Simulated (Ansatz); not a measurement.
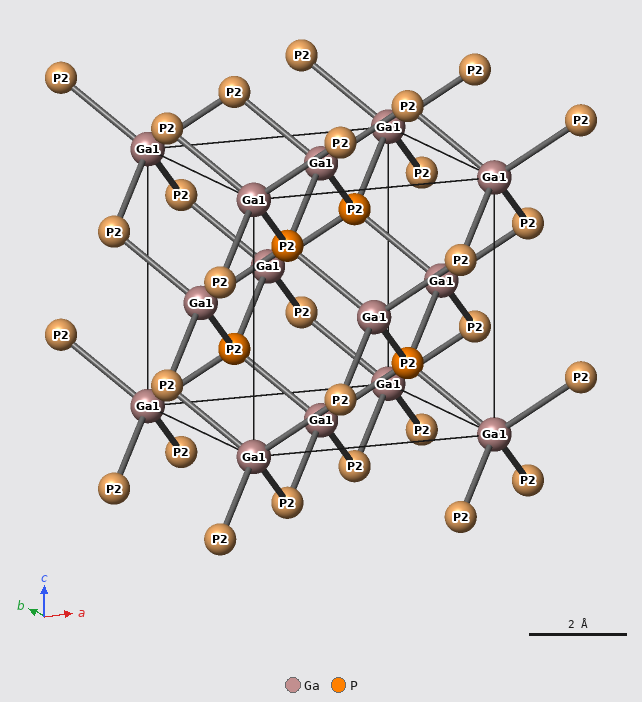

Figure 1. The input geometry of run A (ball-and-stick view of the cell 4 times as large as that of the calculation, set on its symmetry axes, seen slightly off an axis; neighbours outside the cell are drawn fainter; atoms are numbered from 1 in the order of the input). Near neighbours in the crystal (not all of them lie inside the picture): Ga has 4 P at 2.35 Å; P has 4 Ga at 2.35 Å.

## GaP: a changed input and its effect

System: GaP (F-43m, 2 atoms in the cell).
Method of run A: DFT, PBE, plane waves, PAW, no spin polarisation (Ansatz 0.2.0).

The structure was built on a prototype by a generator. The geometry comes from this level: r2SCAN (a point of a series of strains). Text and figures count atoms from 1; the logs count them from 0 in places.

**Input file, run A**
```yaml
crystal:
  lattice:
    - [0.0, 2.7106821395, 2.7106821395]
    - [2.7106821395, 0.0, 2.7106821395]
    - [2.7106821395, 2.7106821395, 0.0]
  atoms:
    - { symbol: Ga, position: [0.0, 0.0, 0.0] }
    - { symbol: P, position: [0.25, 0.25, 0.25] }
kpoints:
  mp_grid: { grid: [8, 8, 8] }
  band_path:
    path:
      - [0.0, 0.0, 0.0]
      - [-0.5, -0.5, 0.0]
      - [-0.375, -0.375, 0.25]
      - [-0.375, 0.0, 0.375]
      - [0.0, 0.0, 0.5]
      - [-0.5, -0.25, 0.25]
      - [-0.45, -0.45, 0.0]
    npoints: 1
hamiltonian:
  xc: pbe
scf:
  occupations: { method: fermi_dirac, width: 0.02 }
  n_extra_bands: 4
output:
  forces: true
  stress: true
  eigenvalues: true
```

Hardware: 4 threads of an Arm (aarch64) CPU, shared host.

**Output, shortened to warnings, some set-up lines, iterations and results (run A)**
```
Basis set: ecut = 420 eV, 749 PW (Γ), exchange–correlation on 54×54×54 points (8 copies of the dense FFT grid, shifted against one another)
Symmetry: 24 space group operations
k-points: 29 of 512 (time reversal used)
Initial density: superposition of atomic densities (neutral atoms: chi_scale 0, normalization atom), corrected by the library's trained network
[...]
SCF iter   1: F=—  HF=-4539.535982 eV  |F-HF|=—  |Δ(HF+E_count)|=         —  Δρ=1.57e-3  dr2=1.29e-3  ethr=1.77e-3  ⟨swp⟩=6.6  Hψ=2570  notcnv=0
SCF iter   2: F=—  HF=-4539.535060 eV  |F-HF|=—  |Δ(HF+E_count)|=   9.22e-4  Δρ=1.36e-3  dr2=4.80e-4  ethr=7.14e-6  ⟨swp⟩=2.5  Hψ=1006  notcnv=0
SCF iter   3: F=—  HF=-4539.534843 eV  |F-HF|=—  |Δ(HF+E_count)|=   2.17e-4  Δρ=4.73e-4  dr2=6.11e-5  ethr=2.67e-6  ⟨swp⟩=2.0  Hψ=737  notcnv=0
SCF iter   4: F=—  HF=-4539.534886 eV  |F-HF|=—  |Δ(HF+E_count)|=   4.23e-5  Δρ=1.34e-4  dr2=4.59e-6  ethr=3.40e-7  ⟨swp⟩=2.0  Hψ=642  notcnv=0
SCF iter   5: F=—  HF=-4539.534885 eV  |F-HF|=—  |Δ(HF+E_count)|=   5.88e-7  Δρ=2.90e-5  dr2=4.13e-7  ethr=2.55e-8  ⟨swp⟩=2.0  Hψ=631  notcnv=0
SCF iter   6: F=-4539.534885 eV  HF=-4539.534885 eV  |F-HF|=1.29e-9  |Δ(HF+E_count)|=   4.60e-7  Δρ=1.38e-5  dr2=4.29e-8  ethr=5.56e-10  ⟨swp⟩=7.0  Hψ=2022  notcnv=0
SCF 1 converged in 6 iterations: F = -4539.534885 eV  dr2 = 4.29e-8
NSCF: frozen V_eff on 7 k-points
SCF converged after 6 iterations
Free energy (F): -4539.534885 eV
Harris-Foulkes:  -4539.534885 eV  (|F-HF|=1.29e-9)
Internal energy: -4539.534885 eV  (E = F + TS)
E sigma→0 (E₀):  -4539.534885 eV
Fermi energy:    8.088804 eV
--- Per-component energies (eV) ---
  E_band       = -55.235157
  E_kinetic    = 186.828609
  E_local      = -2189.641921  (includes V_loc(G=0)·N_el)
  E_nonlocal   = 458.830474
  E_hartree    = 1013.436062
  E_xc         = -131.050667
  E_vxc        = -119.386789  (∫ρ·V_xc dr)
  E_paw        = -2558.237914  (= ΣΔE_a)
  E_vpaw       = -418.727218  (= ΣTr[D̂ρ^β])
  E_aug_tail   = -0.000113  (compensation charges beyond the density's cutoff)
  E_ewald      = -1319.699415
  E_smearing   = -0.000000  (= −TS)
  E_closure    = -0.000000  (closes the sum)
  Σ components = -4539.534885   (vs F -4539.534885, Δ=0.00e0)
--- Forces (eV/Å), atoms counted from 1 ---
  atom   1  Ga     0.00000000    -0.00000000    -0.00000000
  atom   2  P     -0.00000000    -0.00000000     0.00000000
  max |Σ_I F_I| component: 1.11e-16 eV/Å
--- Stress (GPa, compression-positive) ---
        3.969988      -0.000000      -0.000000
        0.000000       3.969988       0.000000
       -0.000000       0.000000       3.969988
  P = ⅓ Tr σ = 3.9700 GPa (39.700 kbar)
```

For run B the input was changed thus:
```diff
-  xc: pbe
+  xc: r2scan
-  occupations: { method: fermi_dirac, width: 0.02 }
+  occupations: { method: fixed }
```

How does run B compare with run A?

The total energies belong to different methods, so their difference says nothing on which is more stable or more accurate. The gap on the mesh goes from 1.62 to 1.87 eV. The pressure goes from 3.97 to 1.51 GPa. The functional changes from PBE to r2SCAN. The number of SCF iterations is the same. The default cutoff goes from 420 to 500 eV with the change. The plane waves at Γ go from 749 to 965.

**Output, shortened to warnings, some set-up lines, iterations and results (run B)**
```
Basis set: ecut = 500 eV, 965 PW (Γ), exchange–correlation on 120×120×120 points (64 copies of the dense FFT grid, shifted against one another)
Symmetry: 24 space group operations
k-points: 29 of 512 (time reversal used)
Initial density: superposition of atomic densities (neutral atoms: chi_scale 0, normalization atom), corrected by the library's trained network
[...]
SCF iter   1: F=—  HF=-4550.469705 eV  |F-HF|=—  |Δ(HF+E_count)|=         —  Δρ=8.72e-3  dr2=1.81e-2  dr2_τ=7.87e-3  ethr=1.77e-3  ⟨swp⟩=5.0  Hψ=2019  notcnv=0  defer=51
SCF iter   2: F=—  HF=-4550.481066 eV  |F-HF|=—  |Δ(HF+E_count)|=   1.14e-2  Δρ=2.34e-3  dr2=3.04e-3  dr2_τ=9.72e-5  ethr=1.01e-4  ⟨swp⟩=3.0  Hψ=984  notcnv=0  defer=52
SCF iter   3: F=—  HF=-4550.479555 eV  |F-HF|=—  |Δ(HF+E_count)|=   1.51e-3  Δρ=1.72e-3  dr2=5.01e-4  dr2_τ=7.36e-6  ethr=1.69e-5  ⟨swp⟩=2.3  Hψ=711  notcnv=0  defer=52
SCF iter   4: F=—  HF=-4550.479789 eV  |F-HF|=—  |Δ(HF+E_count)|=   2.34e-4  Δρ=2.56e-4  dr2=4.48e-5  dr2_τ=5.56e-7  ethr=2.78e-6  ⟨swp⟩=2.9  Hψ=691  notcnv=0  defer=52
SCF iter   5: F=—  HF=-4550.479771 eV  |F-HF|=—  |Δ(HF+E_count)|=   1.83e-5  Δρ=8.72e-5  dr2=2.81e-6  dr2_τ=3.30e-8  ethr=2.49e-7  ⟨swp⟩=2.1  Hψ=471  notcnv=0  defer=45
SCF iter   6: F=-4550.479770 eV  HF=-4550.479770 eV  |F-HF|=5.65e-8  |Δ(HF+E_count)|=   6.52e-7  Δρ=9.08e-6  dr2=3.45e-8  dr2_τ=3.45e-9  ethr=5.56e-10  ⟨swp⟩=7.3  Hψ=2662  …
SCF 1 converged in 6 iterations: F = -4550.479770 eV  dr2 = 3.45e-8
NSCF: frozen V_eff on 7 k-points
SCF converged after 6 iterations
Free energy (F): -4550.479770 eV
Harris-Foulkes:  -4550.479770 eV  (|F-HF|=5.65e-8)
Internal energy: -4550.479770 eV  (E = F + TS)
E sigma→0 (E₀):  -4550.479770 eV
Fermi energy:    7.106058 eV
--- Per-component energies (eV) ---
  E_band       = -64.621414
  E_kinetic    = 186.013443
  E_local      = -2191.913911  (includes V_loc(G=0)·N_el)
  E_nonlocal   = 460.438114
  E_hartree    = 1016.388045
  E_xc         = -121.270808
  E_vxc        = -125.226374  (∫ρ·V_xc dr)
  E_paw        = -2579.691280  (= ΣΔE_a)
  E_vpaw       = -432.744466  (= ΣTr[D̂ρ^β])
  E_aug_tail   = -0.000048  (compensation charges beyond the density's cutoff)
  E_vtau       = 6.030283  (kinetic-family band-sum trace: ∫τ·v_τ [+ j·A + Jᵃ·Aᵃ] dr)
  E_ewald      = -1319.699415
  E_core_change = -0.743912  (= ΣΔE_core)
  E_smearing   = -0.000000  (= −TS)
  E_closure    = 0.000000  (closes the sum)
  Σ components = -4550.479770   (vs F -4550.479770, Δ=0.00e0)
--- Forces (eV/Å), atoms counted from 1 ---
  atom   1  Ga     0.00000000    -0.00000000    -0.00000000
  atom   2  P     -0.00000000     0.00000000     0.00000000
  max |Σ_I F_I| component: 9.25e-17 eV/Å
--- Stress (GPa, compression-positive) ---
        1.509048      -0.000000      -0.000000
        0.000000       1.509048       0.000000
       -0.000000       0.000000       1.509048
  P = ⅓ Tr σ = 1.5090 GPa (15.090 kbar)
```

**The two runs side by side**

| quantity | run A | run B |
| --- | --- | --- |
| outcome | converged | converged |
| free energy per atom (eV) | −2269.7674 | −2275.2399 |
| gap on the mesh (eV) | 1.62 | 1.87 |
| pressure (GPa) | 3.97 | 1.51 |
| largest force (eV/Å) | 0.000 | 0.000 |
| SCF iterations | 6 | 6 |
| irreducible k-points | 29 | 29 |
| plane waves at Γ | 749 | 965 |
| wall time (shared host) | 0.8 s | 1.6 s |
